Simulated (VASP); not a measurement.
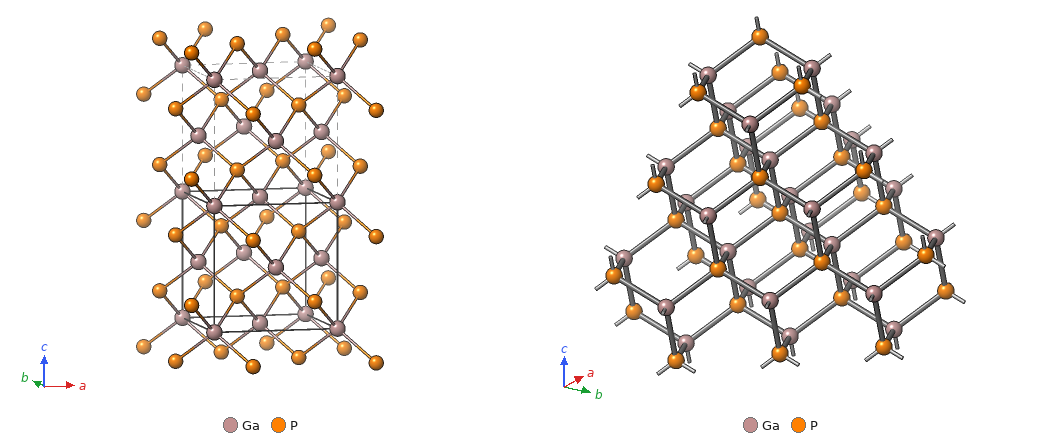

Left: the structure. Right: its underlying net. Nodes are coloured by element. Edges to nodes outside the piece are drawn as stubs.

The compound is GaP (space group F-43m, No. 216), taken as the geometry relaxed with VASP Kohn-Sham DFT of a periodic cell, PBE, VASP PAW PBE potentials, gw, light (VASP 6.6.1).

Bonds are taken as Ga–P below 2.7 Å. Atoms with one bond or none are removed and atoms with two bonds are replaced by edges, until no such atom is left.

The result is a uninodal 4-connected, three-periodic net: Ga and P are 4-connected nodes. It is the dia net, known from diamond, zinc blende and cristobalite. It is a single net, without interpenetration.

```
    node  links  point symbol  coordination sequence
Ga and P      4           6^6             4 12 24 42
```
